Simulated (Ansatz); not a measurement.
## Run report: K17Br16, geometry relaxation (part 1 of 3)

System: K17Br16 (defect cell, 33 atoms in the cell).
Method: DFT PBE, scalar-relativistic, plane waves, PAW, spin-polarised (Ansatz 0.2.0).

The structure derives from a Materials Project entry. It belongs to a series of runs on one base structure; here: K interstitial, charge +0, atoms relaxed at the host's cell.

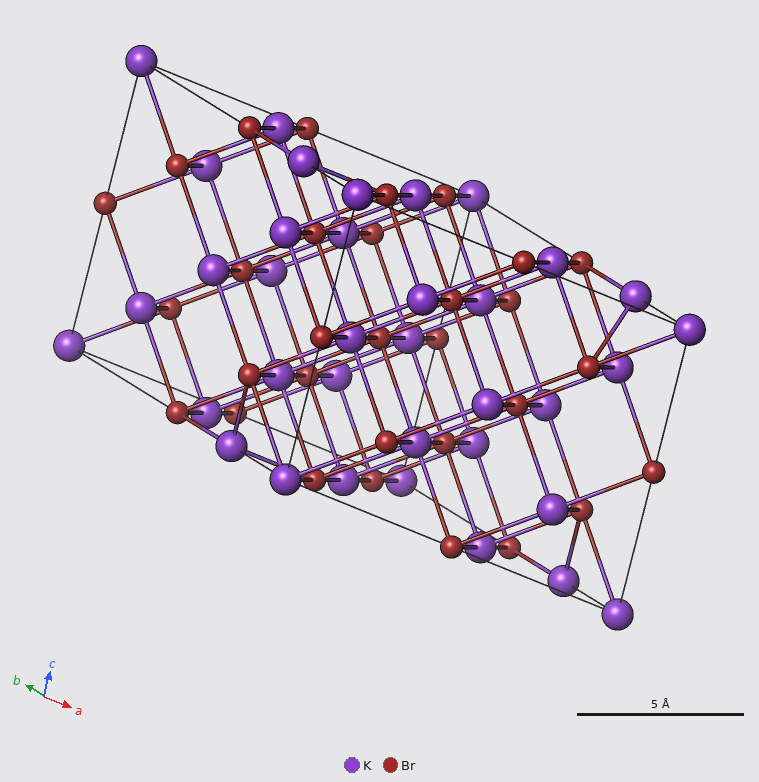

Figure 1. The structure as given in the input (ball-and-stick view of the cell of the calculation, seen at an oblique angle).

## Key numbers

```csv
quantity,value
outcome,converged
electrons treated,265
free energy,−70727.8295 eV
Fermi energy,5.687 eV
gap on the k-point mesh,none (metallic)
net moment of the cell,0.50 μB
integrated absolute moment,0.50 μB
final volume,1203.02 Å³
largest force (length of the vector) at the end,0.030 eV/Å
hardware,"4 threads of Intel Xeon (Granite Rapids), 16 GiB of memory available, shared host"
wall time,77 s (CPU time 4.9 min)
peak memory,3.7 GiB
```

## Input
```yaml
crystal:
  lattice:
    - [-6.6999344334, -6.6999344334, 6.6999344334]
    - [6.6999344334, 6.6999344334, 6.6999344334]
    - [-6.6999344334, 6.6999344334, -6.6999344334]
  atoms:
    - { symbol: K, position: [0.25, 0.5, 0.25], spin: 0.111 }
    - { symbol: K, position: [0.5, 0.5, 0.0] }
    - { symbol: K, position: [0.25, 0.75, 0.0] }
    - { symbol: K, position: [0.75, 0.5, 0.75] }
    - { symbol: K, position: [0.5, 0.75, 0.75] }
    - { symbol: K, position: [0.25, 0.0, 0.75] }
    - { symbol: K, position: [0.0, 0.5, 0.5] }
    - { symbol: K, position: [0.75, 0.75, 0.5] }
    - { symbol: K, position: [0.5, 0.0, 0.5] }
    - { symbol: K, position: [0.25, 0.25, 0.5] }
    - { symbol: K, position: [0.0, 0.75, 0.25] }
    - { symbol: K, position: [0.75, 0.0, 0.25] }
    - { symbol: K, position: [0.5, 0.25, 0.25] }
    - { symbol: K, position: [0.0, 0.0, 0.0], spin: 0.111 }
    - { symbol: K, position: [0.75, 0.25, 0.0], spin: 0.111 }
    - { symbol: K, position: [0.0, 0.25, 0.75], spin: 0.111 }
    - { symbol: Br, position: [0.0, 0.5, 0.0], spin: 0.111 }
    - { symbol: Br, position: [0.25, 0.5, 0.75] }
    - { symbol: Br, position: [0.0, 0.75, 0.75] }
    - { symbol: Br, position: [0.5, 0.5, 0.5] }
    - { symbol: Br, position: [0.25, 0.75, 0.5] }
    - { symbol: Br, position: [0.0, 0.0, 0.5] }
    - { symbol: Br, position: [0.75, 0.5, 0.25] }
    - { symbol: Br, position: [0.5, 0.75, 0.25] }
    - { symbol: Br, position: [0.25, 0.0, 0.25] }
    - { symbol: Br, position: [0.0, 0.25, 0.25], spin: 0.111 }
    - { symbol: Br, position: [0.75, 0.75, 0.0] }
    - { symbol: Br, position: [0.5, 0.0, 0.0] }
    - { symbol: Br, position: [0.25, 0.25, 0.0], spin: 0.111 }
    - { symbol: Br, position: [0.75, 0.0, 0.75], spin: 0.111 }
    - { symbol: Br, position: [0.5, 0.25, 0.75] }
    - { symbol: Br, position: [0.75, 0.25, 0.5] }
    - { symbol: K, position: [0.0, 0.25, 0.0], spin: 0.111 }
  host:
    lattice:
      - [0.0, 3.3499672167, 3.3499672167]
      - [3.3499672167, 0.0, 3.3499672167]
      - [3.3499672167, 3.3499672167, 0.0]
    atoms:
      - { symbol: K, position: [0.0, 0.0, 0.0] }
      - { symbol: Br, position: [0.5, 0.5, 0.5] }
basis:
  ecutwfc: 420
  xc_grid: 2
kpoints:
  mp_grid: { grid: [2, 2, 2], shift: [0.5, 0.5, 0.5] }
hamiltonian:
  xc: pbe
scf:
  occupations: { method: gaussian, width: 0.01 }
output:
  forces: true
  stress: false
  eigenvalues: true
  populations: true
  charged_corrections:
    defect_position: [0.0, 0.25, 0.0]
    epsilon: [[5.6559, 0.0, 0.0], [0.0, 5.6559, 0.0], [0.0, 0.0, 5.6559]]
  write_density: true
  write_potential: true
  elf: true
  volumetric_format: npy
magnetization:
  spin_polarized: true
relax:
  adjacent_minimum: "off"
  f_tol: 0.025
  max_steps: 45
```

Launch command:
```bash
ansatz run input.yaml --threads 4 --pin off --max-ram 6144MiB --backend cpu --events-out ev --progress --plain --runs-dir out
```

## What the program printed
```
Engine: ansatz 0.2.0, x86_64-unknown-linux-gnu
Pseudopotentials: kind: paw
Pseudopotential: K, paw, valence charge 9, recommended cutoff 420 eV (normal), K.paw.azcp
Pseudopotential: Br, paw, valence charge 7, recommended cutoff 420 eV (normal), Br.paw.azcp
Functional definition: PBE
  parameter kappa = 0.804
  parameter beta = 0.06672455060314922
  exchange = pbe_x(kappa = kappa, mu = beta*pi^2/3)
  correlation = pbe_c(beta = beta)
Crystal: 33 atoms, lattice volume = 1203.017 Å³
Basis set: ecut = 420 eV, 23455 PW (Γ), exchange–correlation on 160×160×160 points (8 copies of the dense FFT grid, shifted against one another)
Bands: 166, of which v1, the nominal top of the filled ones, is band 133 counted from 1 (132 counted from 0)
Symmetry: 24 space group operations
Space group: I-43m (ITA 217), of the structure as read, at distance tolerance 1.1e-4 Å
Magnetic group: BNS 217.78 (UNI 1580), of the structure as read, at distance tolerance 1.1e-4 Å
k-points: 2 of 8 (time reversal used)
Non-local potential: K, projectors of the file, l = 0: 3, l = 1: 2, l = 2: 2
Non-local potential: Br, projectors of the file, l = 0: 2, l = 1: 2, l = 2: 2
PAW form: soft (Blöchl's): semilocal exchange-correlation on the pseudo side does not see the compensation charge
PAW one-centre angular grid: K, 110 points (default); XC on 64 Gauss nodes
PAW one-centre angular grid: Br, 110 points (default); XC on 64 Gauss nodes
Initial density: superposition of atomic densities (chi_scale 0.1, normalization cell, long waves kept (reshape's long-wave potential 0.15 eV rms))
Starting moments: Σ|m| = 0.999 μB on 9 of 33 sites
Initial wavefunctions: pseudopotential atomic-orbital guess
Functional: x = pbe(κ = 0.804, μ = 0.2195149727645171), c = pbe(β = 0.06672455060314922)
SCF iter   1: F=—  HF=-70739.128837 eV  |F-HF|=—  |Δ(HF+E_count)|=         —  Δρ=1.88e-2 (↑1.88e-2 ↓1.87e-2)  dr2=3.58e1  dr2_m=4.77e-2  M=1.000 μB ∫|m|=1.011 μB  β_m=0.30  ethr=3.10e-3  ⟨swp⟩=10.5  Hψ=3265  notcnv=0  defer=42
preconditioner: auto → Resta (q_TF=auto, 2.120 Å⁻¹)  ε∞=4.1  [insulator: Δε(μ)=0.025 eV  Ē_g=5.992 eV  σ=0.010 eV  W_gap=0.68  n_scr=200 (ndim 8)  ℏωp=10.5 eV  f_vac=0.000  D(μ)=47.43/eV (n_scr^D=380)  ε∞_Penn≈4.1]
spin=Collinear: Resta preconditioning applied to the charge; magnetization (m = ρ↑ − ρ↓) channel mixes plain (no charge-response kernel on spin).
SCF iter   2: F=—  HF=-70731.447813 eV  |F-HF|=—  |Δ(HF+E_count)|=    7.68e0  Δρ=1.12e-2 (↑1.03e-2 ↓1.12e-2)  dr2=1.14e1  dr2_m=2.66e-2  M=0.500 μB ∫|m|=0.501 μB  β_m=0.30  ethr=3.10e-3  ⟨swp⟩=2.8  Hψ=1260  notcnv=0  defer=112
SCF iter   3: F=—  HF=-70727.119076 eV  |F-HF|=—  |Δ(HF+E_count)|=    4.33e0  Δρ=3.92e-3 (↑3.41e-3 ↓3.92e-3)  dr2=1.33e0  dr2_m=1.39e-2  M=0.499 μB ∫|m|=0.501 μB  β_m=0.30  ethr=3.10e-3  ⟨swp⟩=3.8  Hψ=1064  notcnv=0  defer=112
SCF iter   4: F=—  HF=-70726.765994 eV  |F-HF|=—  |Δ(HF+E_count)|=   3.53e-1  Δρ=3.05e-3 (↑3.01e-3 ↓3.05e-3)  dr2=4.59e-1  dr2_m=7.07e-3  M=0.500 μB ∫|m|=0.501 μB  β_m=0.30  ethr=5.03e-4  ⟨swp⟩=3.5  Hψ=1144  notcnv=0  defer=110
SCF iter   5: F=—  HF=-70726.747406 eV  |F-HF|=—  |Δ(HF+E_count)|=   1.86e-2  Δρ=8.89e-4 (↑8.70e-4 ↓8.89e-4)  dr2=1.67e-2  dr2_m=3.53e-3  M=0.498 μB ∫|m|=0.499 μB  β_m=0.30  ethr=1.73e-4  ⟨swp⟩=2.0  Hψ=1037  notcnv=0  defer=110
SCF iter   6: F=—  HF=-70726.758008 eV  |F-HF|=—  |Δ(HF+E_count)|=   1.06e-2  Δρ=6.40e-4 (↑6.40e-4 ↓6.40e-4)  dr2=8.62e-3  dr2_m=1.78e-3  M=0.499 μB ∫|m|=0.500 μB  β_m=0.30  ethr=6.29e-6  ⟨swp⟩=2.0  Hψ=838  notcnv=0  defer=110
SCF iter   7: F=—  HF=-70726.773932 eV  |F-HF|=—  |Δ(HF+E_count)|=   1.59e-2  Δρ=3.35e-4 (↑3.10e-4 ↓3.35e-4)  dr2=1.01e-3  dr2_m=8.98e-4  M=0.498 μB ∫|m|=0.499 μB  β_m=0.30  ethr=3.25e-6  ⟨swp⟩=3.0  Hψ=1233  notcnv=0  defer=110
Mixer restart at iter 7: flushing history
spin-set hold released at iteration 7 (site moments contracting): the magnetisation degrees of freedom join the quasi-Newton model from the next iteration; the mixer history was flushed
SCF iter   8: F=—  HF=-70726.774776 eV  |F-HF|=—  |Δ(HF+E_count)|=   8.44e-4  Δρ=2.38e-4 (↑2.20e-4 ↓2.38e-4)  dr2=5.46e-4  dr2_m=4.53e-4  M=0.498 μB ∫|m|=0.499 μB  β_m=0.65  ethr=3.80e-7  ⟨swp⟩=1.8  Hψ=605  notcnv=0  defer=110
SCF iter   9: F=—  HF=-70726.776208 eV  |F-HF|=—  |Δ(HF+E_count)|=   1.43e-3  Δρ=2.41e-5 (↑2.41e-5 ↓2.10e-5)  dr2=3.25e-5  dr2_m=5.91e-7  M=0.499 μB ∫|m|=0.501 μB  β_m=0.82  ethr=2.06e-7  ⟨swp⟩=2.5  Hψ=1113  notcnv=0  defer=110
SCF iter  10: F=—  HF=-70726.776325 eV  |F-HF|=—  |Δ(HF+E_count)|=   1.17e-4  Δρ=6.52e-6 (↑6.52e-6 ↓4.86e-6)  dr2=2.54e-6  dr2_m=9.57e-8  M=0.499 μB ∫|m|=0.501 μB  β_m=0.91  ethr=5.90e-9  ⟨swp⟩=25.2  Hψ=7090  notcnv=0
SCF iter  11: F=-70726.776333 eV  HF=-70726.776333 eV  |F-HF|=3.33e-7  |Δ(HF+E_count)|=   7.51e-6  Δρ=1.85e-6 (↑1.54e-6 ↓1.85e-6)  dr2=1.64e-7  dr2_m=6.08e-9  M=0.499 μB ∫|m|=0.501 μB  ethr=9.59e-10  ⟨swp⟩=12.0  Hψ=4774  notcnv=0
SCF 1 converged in 11 iterations: F = -70726.776333 eV  dr2 = 1.64e-7
  greatest PAW one-centre occupation: 0.988 electrons in one spin orbital (limit 2), on the K atom at site 32 (counted from 0), in its partial waves of l = 0
relax step   1: F+E_penalty+E_count = -70726.77633324 eV  Δ(F+E_penalty+E_count) = +0.000e0 eV  max|allowed force component| = 6.682e-1 eV/Å  Δτ_max = 0.0000 Å  (11 SCF iters, dr2 threshold 1.56e-5 eV, accepted)
Initial density: handed on by an earlier stage of this run
Starting moments: Σ|m| = 0.999 μB on 9 of 33 sites; this step starts from the density that it was given
Initial wavefunctions: those handed on with the density
iter 1 solved again at ethr=1.88e-4 eV; its pass at ethr=3.10e-3 eV (dr2=4.97e-1 eV) is discarded
SCF iter   1: F=—  HF=-70727.668689 eV  |F-HF|=—  |Δ(HF+E_count)|=         —  Δρ=2.81e-3 (↑2.13e-3 ↓2.81e-3)  dr2=4.94e-1  dr2_m=1.51e-3  M=0.498 μB ∫|m|=0.512 μB  β_m=0.30  ethr=1.88e-4  ⟨swp⟩=1.0  Hψ=2452  notcnv=0  defer=110
preconditioner: auto → Resta (q_TF=auto, 2.120 Å⁻¹)  ε∞=3.1  [insulator: Δε(μ)=0.025 eV  Ē_g=7.320 eV  σ=0.010 eV  W_gap=0.66  n_scr=200 (ndim 8)  ℏωp=10.5 eV  f_vac=0.056  D(μ)=39.03/eV (n_scr^D=320)  ε∞_Penn≈3.1]
spin=Collinear: Resta preconditioning applied to the charge; magnetization (m = ρ↑ − ρ↓) channel mixes plain (no charge-response kernel on spin).
SCF iter   2: F=—  HF=-70727.556604 eV  |F-HF|=—  |Δ(HF+E_count)|=   1.12e-1  Δρ=1.66e-3 (↑1.19e-3 ↓1.66e-3)  dr2=1.79e-1  dr2_m=8.37e-4  M=0.498 μB ∫|m|=0.508 μB  β_m=0.51  ethr=1.86e-4  ⟨swp⟩=2.0  Hψ=950  notcnv=0  defer=110
SCF iter   3: F=—  HF=-70727.498708 eV  |F-HF|=—  |Δ(HF+E_count)|=   5.79e-2  Δρ=3.67e-4 (↑3.67e-4 ↓3.29e-4)  dr2=4.31e-3  dr2_m=7.51e-5  M=0.498 μB ∫|m|=0.501 μB  β_m=0.75  ethr=6.74e-5  ⟨swp⟩=3.0  Hψ=1050  notcnv=0  defer=112
SCF iter   4: F=—  HF=-70727.499209 eV  |F-HF|=—  |Δ(HF+E_count)|=   5.02e-4  Δρ=3.63e-5 (↑3.63e-5 ↓3.51e-5)  dr2=7.39e-5  dr2_m=3.83e-7  M=0.499 μB ∫|m|=0.500 μB  β_m=0.87  ethr=1.63e-6  ⟨swp⟩=2.5  Hψ=1219  notcnv=0  defer=112
SCF iter   5: F=-70727.499255 eV  HF=-70727.499250 eV  |F-HF|=5.34e-6  |Δ(HF+E_count)|=   4.04e-5  Δρ=1.04e-5 (↑1.03e-5 ↓1.04e-5)  dr2=6.11e-6  dr2_m=6.97e-9  M=0.499 μB ∫|m|=0.500 μB  ethr=1.05e-8  ⟨swp⟩=21.8  Hψ=6393  notcnv=0
SCF 2 converged in 5 iterations: F = -70727.499255 eV  dr2 = 6.11e-6
relax step   2: F+E_penalty+E_count = -70727.49925506 eV  Δ(F+E_penalty+E_count) = -7.229e-1 eV  max|allowed force component| = 3.159e-1 eV/Å  Δτ_max = 0.1956 Å  (5 SCF iters, dr2 threshold 2.79e-5 eV, accepted)
SCF iter   1: F=—  HF=-70727.937752 eV  |F-HF|=—  |Δ(HF+E_count)|=         —  Δρ=2.70e-3 (↑2.01e-3 ↓2.70e-3)  dr2=4.43e-1  dr2_m=1.48e-3  M=0.498 μB ∫|m|=0.511 μB  β_m=0.30  ethr=1.88e-3  ⟨swp⟩=6.0  Hψ=1689  notcnv=0  defer=71
preconditioner: auto → Resta (q_TF=auto, 2.120 Å⁻¹)  ε∞=3.1  [insulator: Δε(μ)=0.024 eV  Ē_g=7.319 eV  σ=0.010 eV  W_gap=0.66  n_scr=200 (ndim 8)  ℏωp=10.5 eV  f_vac=0.056  D(μ)=39.13/eV (n_scr^D=320)  ε∞_Penn≈3.1]
spin=Collinear: Resta preconditioning applied to the charge; magnetization (m = ρ↑ − ρ↓) channel mixes plain (no charge-response kernel on spin).
SCF iter   2: F=—  HF=-70727.836180 eV  |F-HF|=—  |Δ(HF+E_count)|=   1.02e-1  Δρ=1.60e-3 (↑1.12e-3 ↓1.60e-3)  dr2=1.59e-1  dr2_m=8.27e-4  M=0.498 μB ∫|m|=0.507 μB  β_m=0.51  ethr=1.67e-4  ⟨swp⟩=2.0  Hψ=1180  notcnv=0  defer=112
SCF iter   3: F=—  HF=-70727.784075 eV  |F-HF|=—  |Δ(HF+E_count)|=   5.21e-2  Δρ=3.38e-4 (↑3.38e-4 ↓3.11e-4)  dr2=3.85e-3  dr2_m=7.59e-5  M=0.499 μB ∫|m|=0.501 μB  β_m=0.72  ethr=5.99e-5  ⟨swp⟩=3.0  Hψ=1395  notcnv=0  defer=112
SCF iter   4: F=—  HF=-70727.784810 eV  |F-HF|=—  |Δ(HF+E_count)|=   7.35e-4  Δρ=4.95e-5 (↑4.95e-5 ↓4.34e-5)  dr2=1.21e-4  dr2_m=9.84e-7  M=0.499 μB ∫|m|=0.500 μB  β_m=0.74  ethr=1.45e-6  ⟨swp⟩=2.0  Hψ=1212  notcnv=0  defer=112
SCF iter   5: F=—  HF=-70727.784850 eV  |F-HF|=—  |Δ(HF+E_count)|=   3.97e-5  Δρ=1.51e-5 (↑1.50e-5 ↓1.51e-5)  dr2=1.07e-5  dr2_m=5.11e-8  M=0.499 μB ∫|m|=0.501 μB  β_m=0.87  ethr=4.56e-8  ⟨swp⟩=2.0  Hψ=1008  notcnv=0  defer=112
SCF iter   6: F=-70727.784865 eV  HF=-70727.784864 eV  |F-HF|=1.01e-6  |Δ(HF+E_count)|=   1.44e-5  Δρ=3.24e-6 (↑3.24e-6 ↓3.13e-6)  dr2=6.63e-7  dr2_m=1.78e-9  M=0.499 μB ∫|m|=0.501 μB  ethr=2.35e-9  ⟨swp⟩=20.8  Hψ=5827  notcnv=0
SCF 3 converged in 6 iterations: F = -70727.784865 eV  dr2 = 6.63e-7
relax step   3: F+E_penalty+E_count = -70727.78486524 eV  Δ(F+E_penalty+E_count) = -2.856e-1 eV  max|allowed force component| = 8.098e-2 eV/Å  Δτ_max = 0.1943 Å  (6 SCF iters, dr2 threshold 6.24e-6 eV, accepted)
SCF iter   1: F=—  HF=-70727.879463 eV  |F-HF|=—  |Δ(HF+E_count)|=         —  Δρ=1.52e-3 (↑1.27e-3 ↓1.52e-3)  dr2=1.46e-1  dr2_m=3.33e-4  M=0.499 μB ∫|m|=0.508 μB  β_m=0.30  ethr=7.02e-4  ⟨swp⟩=4.0  Hψ=1354  notcnv=0  defer=112
preconditioner: auto → Resta (q_TF=auto, 2.120 Å⁻¹)  ε∞=3.1  [insulator: Δε(μ)=0.026 eV  Ē_g=7.304 eV  σ=0.010 eV  W_gap=0.67  n_scr=200 (ndim 8)  ℏωp=10.5 eV  f_vac=0.056  D(μ)=38.84/eV (n_scr^D=320)  ε∞_Penn≈3.1]
spin=Collinear: Resta preconditioning applied to the charge; magnetization (m = ρ↑ − ρ↓) channel mixes plain (no charge-response kernel on spin).
SCF iter   2: F=—  HF=-70727.846443 eV  |F-HF|=—  |Δ(HF+E_count)|=   3.30e-2  Δρ=9.34e-4 (↑7.20e-4 ↓9.34e-4)  dr2=5.37e-2  dr2_m=2.30e-4  M=0.499 μB ∫|m|=0.503 μB  β_m=0.52  ethr=5.52e-5  ⟨swp⟩=2.0  Hψ=1172  notcnv=0  defer=112
SCF iter   3: F=—  HF=-70727.828459 eV  |F-HF|=—  |Δ(HF+E_count)|=   1.80e-2  Δρ=1.98e-4 (↑1.98e-4 ↓1.85e-4)  dr2=1.04e-3  dr2_m=1.52e-5  M=0.499 μB ∫|m|=0.501 μB  β_m=0.73  ethr=2.02e-5  ⟨swp⟩=3.0  Hψ=1016  notcnv=0  defer=112
SCF iter   4: F=—  HF=-70727.828440 eV  |F-HF|=—  |Δ(HF+E_count)|=   1.89e-5  Δρ=3.91e-5 (↑3.00e-5 ↓3.91e-5)  dr2=9.03e-5  dr2_m=1.23e-6  M=0.499 μB ∫|m|=0.501 μB  β_m=0.67  ethr=3.91e-7  ⟨swp⟩=2.0  Hψ=1077  notcnv=0  defer=112
SCF iter   5: F=—  HF=-70727.829446 eV  |F-HF|=—  |Δ(HF+E_count)|=   1.01e-3  Δρ=1.58e-5 (↑1.33e-5 ↓1.58e-5)  dr2=1.29e-5  dr2_m=2.35e-7  M=0.500 μB ∫|m|=0.502 μB  β_m=0.84  ethr=3.41e-8  ⟨swp⟩=2.2  Hψ=961  notcnv=0  defer=112
SCF iter   6: F=—  HF=-70727.829453 eV  |F-HF|=—  |Δ(HF+E_count)|=   6.38e-6  Δρ=2.55e-6 (↑2.55e-6 ↓2.47e-6)  dr2=4.04e-7  dr2_m=7.27e-10  M=0.500 μB ∫|m|=0.502 μB  β_m=0.92  ethr=4.85e-9  ⟨swp⟩=2.0  Hψ=962  notcnv=0  defer=112
iter 7 did not close the SCF: its close was put off for a magnetic moment that had not settled (scf_convergence_deferred on its scf_iter line)
SCF iter   7: F=-70727.829453 eV  HF=-70727.829453 eV  |F-HF|=1.60e-8  |Δ(HF+E_count)|=   5.35e-7  Δρ=7.40e-7 (↑7.31e-7 ↓7.40e-7)  dr2=4.21e-8  dr2_m=3.01e-10  M=0.500 μB ∫|m|=0.502 μB  β_m=0.92  ethr=3.77e-11  ⟨swp⟩=19.8  Hψ=5315  notcnv=0
SCF iter   8: F=-70727.829453 eV  HF=-70727.829453 eV  |F-HF|=3.65e-9  |Δ(HF+E_count)|=   2.95e-8  Δρ=2.29e-7 (↑2.28e-7 ↓2.29e-7)  dr2=4.01e-9  dr2_m=5.01e-11  M=0.500 μB ∫|m|=0.502 μB  ethr=1.59e-11  ⟨swp⟩=5.8  Hψ=3621  notcnv=0
SCF 4 converged in 8 iterations: F = -70727.829453 eV  dr2 = 4.01e-9
relax step   4: F+E_penalty+E_count = -70727.82945334 eV  Δ(F+E_penalty+E_count) = -4.459e-2 eV  max|allowed force component| = 1.740e-2 eV/Å  Δτ_max = 0.0984 Å  (8 SCF iters, accepted)
```

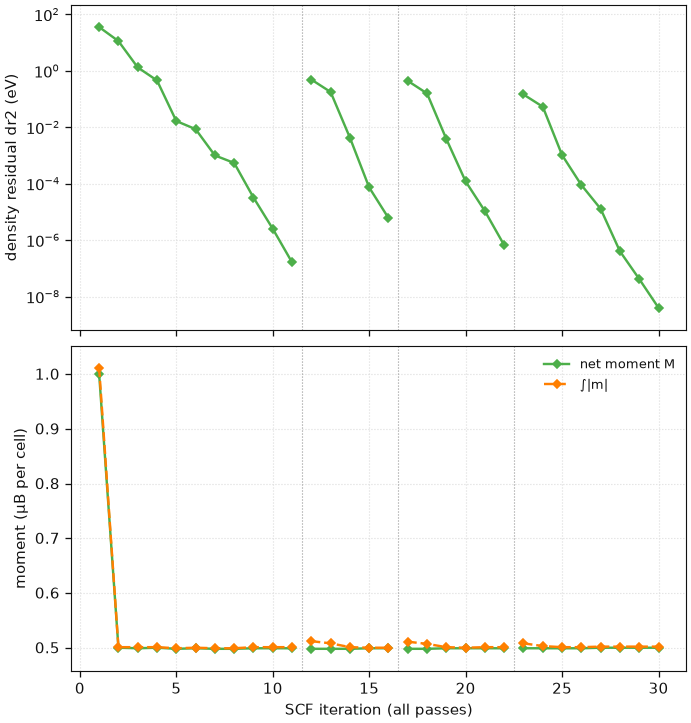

Figure 2. Convergence of the self-consistent field: density residual dr2 and magnetic moment against the SCF iteration. The dotted lines part the SCF passes of the relaxation: geometry steps, rejected trials and re-solves on a re-selected basis. The passes take 11, 5, 6 and 8 iterations. The net moment goes from 1.0 to 0.5 μB per cell.
